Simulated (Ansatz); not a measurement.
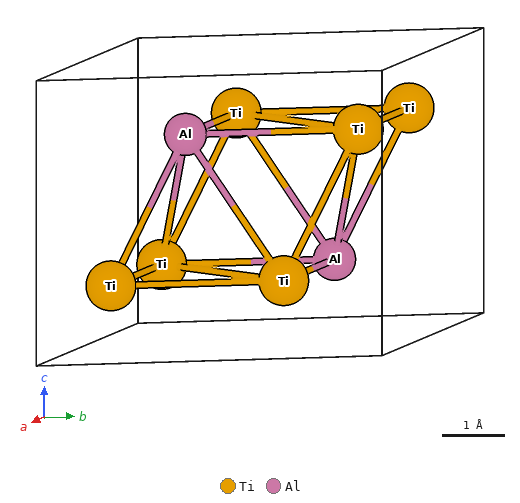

*The structure as given in the input (ball-and-stick view of the cell of the calculation, seen slightly off an axis). An atom can appear more than once, as a periodic image.*

Run report: Ti3Al, geometry relaxation (part 1 of 2)

- system: Ti3Al (P6₃/mmc, 8 atoms in the cell)
- method: DFT r2SCAN, scalar-relativistic, plane waves, PAW, no spin polarisation (Ansatz 0.2.0)

The structure derives from an entry of the Crystallography Open Database.

Log
```
Engine: ansatz 0.2.0, x86_64-unknown-linux-gnu
Pseudopotentials: kind: paw
Pseudopotential: Ti, paw, valence charge 12, recommended cutoff 500 eV (meta_gga), Ti.paw.azcp
Pseudopotential: Al, paw, valence charge 3, recommended cutoff 500 eV (meta_gga), Al.paw.azcp
Functional definition: r2SCAN
  parameter k0 = 0.174
  parameter k1 = 0.065
  parameter a1 = 4.9479
  exchange = r2scan_x(k0 = k0, k1 = k1, a1 = a1)
  correlation = r2scan_c
Crystal: 8 atoms, lattice volume = 134.195 Å³
Basis set: ecut = 500 eV, 3413 PW (Γ), exchange–correlation on 180×180×144 points (64 copies of the dense FFT grid, shifted against one another)
Bands: 47, of which v1, the nominal top of the filled ones, is band 39 counted from 1 (38 counted from 0)
Symmetry: 24 space group operations
Space group: P63/mmc (ITA 194), of the structure as read, at distance tolerance 5.1e-5 Å
k-points: 35 of 288
Non-local potential: Ti, projectors of the file, l = 0: 3, l = 1: 2, l = 2: 3, l = 3: 1
Non-local potential: Al, projectors of the file, l = 0: 2, l = 1: 2, l = 2: 1
PAW form: soft (Blöchl's): semilocal exchange-correlation on the pseudo side does not see the compensation charge
PAW frozen core: Ti, regenerated for the run's functional (the file was generated under x = pbe(κ = 0.804, μ = 0.2195149727645171), c = pbe(β = 0.06672455060314922))
PAW frozen core: Al, regenerated for the run's functional (the file was generated under x = pbe(κ = 0.804, μ = 0.2195149727645171), c = pbe(β = 0.06672455060314922))
PAW one-centre angular grid: Ti, 590 points (default); XC on 160 Gauss nodes
PAW one-centre angular grid: Al, 302 points (default); XC on 160 Gauss nodes
Initial density: superposition of atomic densities (neutral atoms: chi_scale 0, normalization atom), corrected by the library's trained network
Initial wavefunctions: pseudopotential atomic-orbital guess
Functional: x = r2scan, c = r2scan; τ floored in thin density (d = 2e-4 eV/Å³)
SCF iter   1: F=—  HF=-16109.323933 eV  |F-HF|=—  |Δ(HF+E_count)|=         —  Δρ=1.50e-2  dr2=2.87e-1  dr2_τ=6.45e-2  ethr=1.77e-3  ⟨swp⟩=7.2  Hψ=6783  notcnv=0
preconditioner: auto → Kerker (q_TF=auto, 2.492 Å⁻¹)  [metal: Δε(μ)=0.059 eV  Ē_g=3.263 eV  σ=0.100 eV  W_gap=0.32  n_scr=26 (ndim 8)  ℏωp=17.6 eV  f_vac=0.000  D(μ)=4.62/eV (n_scr^D=26)]
SCF iter   2: F=—  HF=-16109.459037 eV  |F-HF|=—  |Δ(HF+E_count)|=   1.35e-1  Δρ=5.18e-3  dr2=3.02e-2  dr2_τ=3.08e-3  ethr=3.68e-4  ⟨swp⟩=2.2  Hψ=3276  notcnv=0  defer=64
SCF iter   3: F=—  HF=-16109.461449 eV  |F-HF|=—  |Δ(HF+E_count)|=   2.41e-3  Δρ=2.40e-3  dr2=5.84e-3  dr2_τ=4.21e-4  ethr=3.88e-5  ⟨swp⟩=2.0  Hψ=1978  notcnv=0  defer=64
SCF iter   4: F=—  HF=-16109.463850 eV  |F-HF|=—  |Δ(HF+E_count)|=   2.40e-3  Δρ=4.25e-4  dr2=2.74e-4  dr2_τ=8.33e-6  ethr=7.49e-6  ⟨swp⟩=2.0  Hψ=2134  notcnv=0  defer=64
SCF iter   5: F=—  HF=-16109.463870 eV  |F-HF|=—  |Δ(HF+E_count)|=   1.99e-5  Δρ=7.92e-5  dr2=5.19e-6  dr2_τ=4.43e-7  ethr=3.51e-7  ⟨swp⟩=2.0  Hψ=2109  notcnv=0  defer=64
SCF iter   6: F=—  HF=-16109.463844 eV  |F-HF|=—  |Δ(HF+E_count)|=   2.61e-5  Δρ=1.77e-5  dr2=4.09e-7  dr2_τ=1.54e-8  ethr=6.66e-9  ⟨swp⟩=2.1  Hψ=2213  notcnv=0  defer=64
SCF iter   7: F=-16109.463844 eV  HF=-16109.463844 eV  |F-HF|=2.00e-8  |Δ(HF+E_count)|=   1.09e-7  Δρ=4.88e-6  dr2=4.20e-8  dr2_τ=1.25e-9  ethr=1.28e-10  ⟨swp⟩=13.7  Hψ=6498  notcnv=0
SCF 1 converged in 7 iterations: F = -16109.463844 eV  dr2 = 4.20e-8
  greatest PAW one-centre occupation: 1.001 electrons in one spin orbital (limit 2), on the Ti atom at site 4 (counted from 0), in its partial waves of l = 1
relax step   1: F+E_penalty+E_count = -16109.46384386 eV  Δ(F+E_penalty+E_count) = +0.000e0 eV  max|allowed force component| = 4.413e-1 eV/Å  Δτ_max = 0.0000 Å  P = -1.430 GPa  Ω = 134.195 Å³  (7 SCF iters, dr2 threshold 1.00e-7 eV, accepted)
Crystal: 8 atoms, lattice volume = 130.732 Å³
Basis set: ecut = 500 eV, 3365 PW (Γ), exchange–correlation on 180×180×144 points (64 copies of the dense FFT grid, shifted against one another)
Initial density: handed on by an earlier stage of this run
Initial wavefunctions: those handed on with the density
iter 1 solved again at ethr=4.38e-4 eV; its pass at ethr=3.10e-3 eV (dr2=3.42e-1 eV) is discarded
SCF iter   1: F=—  HF=-16108.561505 eV  |F-HF|=—  |Δ(HF+E_count)|=         —  Δρ=1.10e-2  dr2=3.47e-1  dr2_τ=1.70e0  ethr=4.38e-4  ⟨swp⟩=1.0  Hψ=8384  notcnv=0
preconditioner: auto → Kerker (q_TF=auto, 2.503 Å⁻¹)  [metal: Δε(μ)=0.034 eV  Ē_g=3.289 eV  σ=0.100 eV  W_gap=0.19  n_scr=26 (ndim 8)  ℏωp=17.8 eV  f_vac=0.000  D(μ)=4.45/eV (n_scr^D=26)]
SCF iter   2: F=—  HF=-16109.494577 eV  |F-HF|=—  |Δ(HF+E_count)|=   9.33e-1  Δρ=5.93e-3  dr2=1.33e-1  dr2_τ=1.39e-3  ethr=4.38e-4  ⟨swp⟩=2.2  Hψ=3050  notcnv=0
SCF iter   3: F=—  HF=-16109.466351 eV  |F-HF|=—  |Δ(HF+E_count)|=   2.82e-2  Δρ=2.27e-3  dr2=1.01e-2  dr2_τ=7.36e-4  ethr=1.70e-4  ⟨swp⟩=2.0  Hψ=2278  notcnv=0  defer=1
SCF iter   4: F=—  HF=-16109.464682 eV  |F-HF|=—  |Δ(HF+E_count)|=   1.67e-3  Δρ=9.21e-4  dr2=1.38e-3  dr2_τ=5.40e-5  ethr=1.30e-5  ⟨swp⟩=2.1  Hψ=2134  notcnv=0  defer=1
SCF iter   5: F=—  HF=-16109.464561 eV  |F-HF|=—  |Δ(HF+E_count)|=   1.21e-4  Δρ=3.67e-4  dr2=1.77e-4  dr2_τ=8.87e-6  ethr=1.77e-6  ⟨swp⟩=2.0  Hψ=2065  notcnv=0  defer=1
SCF iter   6: F=—  HF=-16109.464543 eV  |F-HF|=—  |Δ(HF+E_count)|=   1.82e-5  Δρ=8.34e-5  dr2=1.02e-5  dr2_τ=7.14e-7  ethr=2.26e-7  ⟨swp⟩=3.0  Hψ=3038  notcnv=0  defer=1
SCF iter   7: F=—  HF=-16109.464543 eV  |F-HF|=—  |Δ(HF+E_count)|=   6.04e-7  Δρ=2.71e-5  dr2=1.24e-6  dr2_τ=4.63e-8  ethr=1.30e-8  ⟨swp⟩=3.0  Hψ=3105  notcnv=0  defer=1
SCF iter   8: F=-16109.464543 eV  HF=-16109.464543 eV  |F-HF|=4.82e-10  |Δ(HF+E_count)|=   1.37e-7  Δρ=4.65e-6  dr2=2.70e-8  dr2_τ=9.06e-10  ethr=1.03e-9  ⟨swp⟩=7.5  Hψ=6403  notcnv=0
SCF 2 converged in 8 iterations: F = -16109.464543 eV  dr2 = 2.70e-8
relax step   2: F+E_penalty+E_count = -16109.46454255 eV  Δ(F+E_penalty+E_count) = -6.987e-4 eV  max|allowed force component| = 4.712e-1 eV/Å  Δτ_max = 0.0688 Å  P = +1.811 GPa  Ω = 130.732 Å³  energy of the carried Pulay correction = +1.596e-3 eV  (8 SCF iters, dr2 threshold 8.00e-7 eV, rejected (line search))
Crystal: 8 atoms, lattice volume = 132.660 Å³
Basis set: ecut = 500 eV, 3389 PW (Γ), exchange–correlation on 180×180×144 points (64 copies of the dense FFT grid, shifted against one another)
iter 1 solved again at ethr=1.37e-4 eV; its pass at ethr=3.10e-3 eV (dr2=1.07e-1 eV) is discarded
SCF iter   1: F=—  HF=-16109.261661 eV  |F-HF|=—  |Δ(HF+E_count)|=         —  Δρ=6.03e-3  dr2=1.08e-1  dr2_τ=4.63e-1  ethr=1.37e-4  ⟨swp⟩=1.1  Hψ=7766  notcnv=0
preconditioner: auto → Kerker (q_TF=auto, 2.497 Å⁻¹)  [metal: Δε(μ)=0.057 eV  Ē_g=3.195 eV  σ=0.100 eV  W_gap=0.29  n_scr=26 (ndim 8)  ℏωp=17.7 eV  f_vac=0.000  D(μ)=4.06/eV (n_scr^D=26)]
SCF iter   2: F=—  HF=-16109.527797 eV  |F-HF|=—  |Δ(HF+E_count)|=   2.66e-1  Δρ=2.93e-3  dr2=3.18e-2  dr2_τ=4.78e-4  ethr=1.37e-4  ⟨swp⟩=2.0  Hψ=3006  notcnv=0
SCF iter   3: F=—  HF=-16109.521876 eV  |F-HF|=—  |Δ(HF+E_count)|=   5.92e-3  Δρ=1.10e-3  dr2=4.67e-3  dr2_τ=1.18e-4  ethr=4.08e-5  ⟨swp⟩=2.0  Hψ=2080  notcnv=0
SCF iter   4: F=—  HF=-16109.520824 eV  |F-HF|=—  |Δ(HF+E_count)|=   1.05e-3  Δρ=4.17e-4  dr2=3.07e-4  dr2_τ=7.29e-6  ethr=5.99e-6  ⟨swp⟩=2.0  Hψ=2125  notcnv=0
SCF iter   5: F=—  HF=-16109.520786 eV  |F-HF|=—  |Δ(HF+E_count)|=   3.79e-5  Δρ=1.47e-4  dr2=2.22e-5  dr2_τ=2.40e-6  ethr=3.93e-7  ⟨swp⟩=2.0  Hψ=2113  notcnv=0
SCF iter   6: F=—  HF=-16109.520782 eV  |F-HF|=—  |Δ(HF+E_count)|=   3.60e-6  Δρ=4.65e-5  dr2=2.30e-6  dr2_τ=1.70e-7  ethr=2.84e-8  ⟨swp⟩=3.0  Hψ=3093  notcnv=0
SCF iter   7: F=—  HF=-16109.520758 eV  |F-HF|=—  |Δ(HF+E_count)|=   2.38e-5  Δρ=1.37e-5  dr2=3.76e-7  dr2_τ=5.38e-9  ethr=2.95e-9  ⟨swp⟩=2.0  Hψ=2125  notcnv=0
SCF iter   8: F=—  HF=-16109.520758 eV  |F-HF|=—  |Δ(HF+E_count)|=   2.45e-8  Δρ=3.92e-6  dr2=2.86e-8  dr2_τ=3.98e-10  ethr=4.83e-10  ⟨swp⟩=2.0  Hψ=2094  notcnv=0
SCF iter   9: F=—  HF=-16109.520758 eV  |F-HF|=—  |Δ(HF+E_count)|=   2.85e-9  Δρ=1.43e-6  dr2=3.20e-9  dr2_τ=6.37e-11  ethr=3.67e-11  ⟨swp⟩=2.0  Hψ=2062  notcnv=0
SCF iter  10: F=-16109.520758 eV  HF=-16109.520758 eV  |F-HF|=1.27e-11  |Δ(HF+E_count)|=  3.04e-10  Δρ=1.53e-7  dr2=2.26e-11  dr2_τ=1.56e-12  ethr=1.00e-12  ⟨swp⟩=3.7  Hψ=6674  notcnv=0
SCF 3 converged in 10 iterations: F = -16109.520758 eV  dr2 = 2.26e-11
relax step   3: F+E_penalty+E_count = -16109.52075827 eV  Δ(F+E_penalty+E_count) = -5.691e-2 eV  max|allowed force component| = 2.259e-2 eV/Å  Δτ_max = 0.0334 Å  P = -0.187 GPa  Ω = 132.660 Å³  energy of the carried Pulay correction = +6.992e-4 eV  (10 SCF iters, accepted)
Crystal: 8 atoms, lattice volume = 132.397 Å³
iter 1 solved again at ethr=3.19e-7 eV; its pass at ethr=3.10e-3 eV (dr2=2.49e-4 eV) is discarded
SCF iter   1: F=—  HF=-16109.520168 eV  |F-HF|=—  |Δ(HF+E_count)|=         —  Δρ=3.02e-4  dr2=2.50e-4  dr2_τ=1.24e-3  ethr=3.19e-7  ⟨swp⟩=2.6  Hψ=7495  notcnv=0
preconditioner: auto → Kerker (q_TF=auto, 2.498 Å⁻¹)  [metal: Δε(μ)=0.054 eV  Ē_g=3.220 eV  σ=0.100 eV  W_gap=0.28  n_scr=26 (ndim 8)  ℏωp=17.7 eV  f_vac=0.000  D(μ)=4.09/eV (n_scr^D=26)]
SCF iter   2: F=—  HF=-16109.521160 eV  |F-HF|=—  |Δ(HF+E_count)|=   9.92e-4  Δρ=1.52e-4  dr2=8.18e-5  dr2_τ=1.09e-6  ethr=3.19e-7  ⟨swp⟩=2.0  Hψ=2954  notcnv=0
SCF iter   3: F=—  HF=-16109.521107 eV  |F-HF|=—  |Δ(HF+E_count)|=   5.32e-5  Δρ=5.46e-5  dr2=1.00e-5  dr2_τ=3.88e-7  ethr=1.05e-7  ⟨swp⟩=2.0  Hψ=2090  notcnv=0
SCF iter   4: F=—  HF=-16109.521105 eV  |F-HF|=—  |Δ(HF+E_count)|=   2.11e-6  Δρ=2.14e-5  dr2=7.35e-7  dr2_τ=1.64e-8  ethr=1.28e-8  ⟨swp⟩=2.0  Hψ=2125  notcnv=0
SCF iter   5: F=-16109.521105 eV  HF=-16109.521105 eV  |F-HF|=1.17e-8  |Δ(HF+E_count)|=   7.23e-8  Δρ=6.74e-6  dr2=4.52e-8  dr2_τ=6.62e-9  ethr=1.32e-10  ⟨swp⟩=3.1  Hψ=5903  notcnv=0
SCF 4 converged in 5 iterations: F = -16109.521105 eV  dr2 = 4.52e-8
relax step   4: F+E_penalty+E_count = -16109.52110472 eV  Δ(F+E_penalty+E_count) = -3.464e-4 eV  max|allowed force component| = 8.828e-5 eV/Å  Δτ_max = 0.0017 Å  P = +0.054 GPa  Ω = 132.397 Å³  energy of the carried Pulay correction = +8.200e-4 eV  (5 SCF iters, dr2 threshold 1.03e-7 eV, accepted)
Crystal: 8 atoms, lattice volume = 132.462 Å³
iter 1 solved again at ethr=9.80e-10 eV; its pass at ethr=3.10e-3 eV (dr2=7.64e-7 eV) is discarded
SCF iter   1: F=—  HF=-16109.521062 eV  |F-HF|=—  |Δ(HF+E_count)|=         —  Δρ=2.02e-5  dr2=9.47e-7  dr2_τ=1.30e-5  ethr=9.80e-10  ⟨swp⟩=2.2  Hψ=7768  notcnv=0
preconditioner: auto → Kerker (q_TF=auto, 2.498 Å⁻¹)  [metal: Δε(μ)=0.054 eV  Ē_g=3.218 eV  σ=0.100 eV  W_gap=0.28  n_scr=26 (ndim 8)  ℏωp=17.7 eV  f_vac=0.000  D(μ)=4.08/eV (n_scr^D=26)]
SCF iter   2: F=—  HF=-16109.521085 eV  |F-HF|=—  |Δ(HF+E_count)|=   2.28e-5  Δρ=1.29e-5  dr2=2.72e-7  dr2_τ=8.59e-9  ethr=9.80e-10  ⟨swp⟩=2.0  Hψ=3026  notcnv=0
SCF iter   3: F=—  HF=-16109.521085 eV  |F-HF|=—  |Δ(HF+E_count)|=   3.86e-8  Δρ=4.55e-6  dr2=5.27e-8  dr2_τ=4.27e-9  ethr=3.49e-10  ⟨swp⟩=2.2  Hψ=2183  notcnv=0
SCF iter   4: F=-16109.521085 eV  HF=-16109.521085 eV  |F-HF|=4.65e-9  |Δ(HF+E_count)|=   6.41e-9  Δρ=1.47e-6  dr2=6.94e-9  dr2_τ=1.03e-10  ethr=9.86e-12  ⟨swp⟩=2.9  Hψ=5395  notcnv=0
SCF 5 converged in 4 iterations: F = -16109.521085 eV  dr2 = 6.94e-9
  greatest PAW one-centre occupation: 1.001 electrons in one spin orbital (limit 2), on the Ti atom at site 5 (counted from 0), in its partial waves of l = 1
relax step   5: F+E_penalty+E_count = -16109.52108462 eV  Δ(F+E_penalty+E_count) = +2.010e-5 eV  max|allowed force component| = 8.520e-4 eV/Å  Δτ_max = 0.0001 Å  P = -0.005 GPa  Ω = 132.462 Å³  energy of the carried Pulay correction = +7.903e-4 eV  (4 SCF iters, dr2 threshold 7.69e-9 eV, accepted)
Initial wavefunctions: pseudopotential atomic-orbital guess (no wavefunctions were taken with the density)
iter 1 solved again at ethr=9.05e-7 eV; its pass at ethr=3.10e-3 eV (dr2=7.06e-4 eV) is discarded
SCF iter   1: F=—  HF=-16109.520351 eV  |F-HF|=—  |Δ(HF+E_count)|=         —  Δρ=2.90e-5  dr2=1.19e-7  dr2_τ=1.49e-6  ethr=9.05e-7  ⟨swp⟩=3.1  Hψ=10339  notcnv=0
eigensolver tolerance schedule: the retry pair's looser diagonalisation over-reported the residual by 5935.49 of it (diagonalisation noise at an unbounded share of the residual, at the tolerance the schedule requests for it); recorded, not acted on — ethr = c·dr2/N_el stays at c = 1.0e-1
SCF iter   2: F=—  HF=-16109.520323 eV  |F-HF|=—  |Δ(HF+E_count)|=   2.83e-5  Δρ=1.57e-5  dr2=6.04e-8  dr2_τ=6.17e-8  ethr=1.52e-10  ⟨swp⟩=2.9  Hψ=3106  notcnv=0
SCF iter   3: F=—  HF=-16109.520323 eV  |F-HF|=—  |Δ(HF+E_count)|=   7.71e-8  Δρ=2.93e-6  dr2=4.34e-9  dr2_τ=1.61e-9  ethr=7.75e-11  ⟨swp⟩=2.0  Hψ=2162  notcnv=0
SCF iter   4: F=—  HF=-16109.520323 eV  |F-HF|=—  |Δ(HF+E_count)|=   1.78e-9  Δρ=6.31e-7  dr2=5.42e-10  dr2_τ=2.76e-11  ethr=5.57e-12  ⟨swp⟩=2.0  Hψ=2804  notcnv=0
SCF iter   5: F=-16109.520323 eV  HF=-16109.520323 eV  |F-HF|=1.82e-12  |Δ(HF+E_count)|=  2.66e-10  Δρ=1.55e-7  dr2=2.69e-11  dr2_τ=4.71e-12  ethr=1.00e-12  ⟨swp⟩=3.9  Hψ=5739  notcnv=0
SCF 6 converged in 5 iterations: F = -16109.520323 eV  dr2 = 2.69e-11
relax step   6: F+E_penalty+E_count = -16109.52032288 eV  Δ(F+E_penalty+E_count) = +7.617e-4 eV  max|allowed force component| = 9.305e-4 eV/Å  Δτ_max = 0.0000 Å  P = -0.010 GPa  Ω = 132.462 Å³  stress off target by 1.07e-2 GPa  SCF on the basis re-selected at this cell (its energy is not comparable with the rows above)  (5 SCF iters)
```

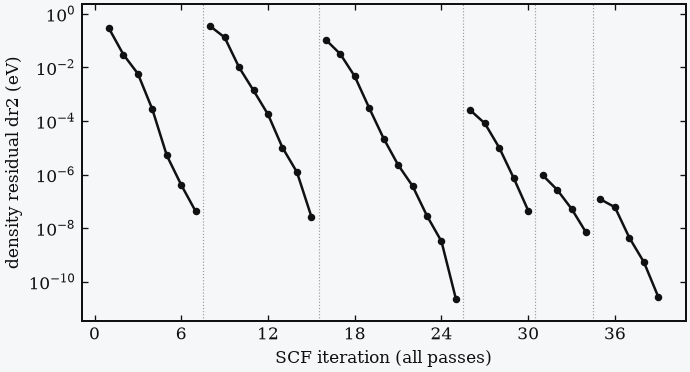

*Convergence of the self-consistent field: density residual dr2 against the SCF iteration. The dotted lines part the SCF passes of the relaxation: geometry steps, rejected trials and re-solves on a re-selected basis.*

The 6 passes take 4 to 10 iterations each, 39 in all.

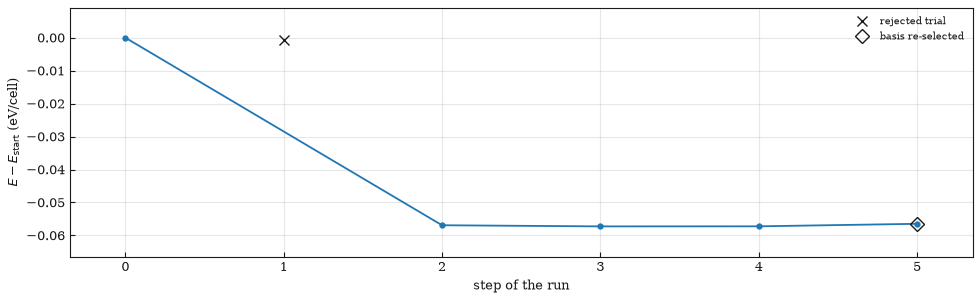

*Progress of the relaxation, step by step (the first geometry is step 0 here and step 1 in the log).*
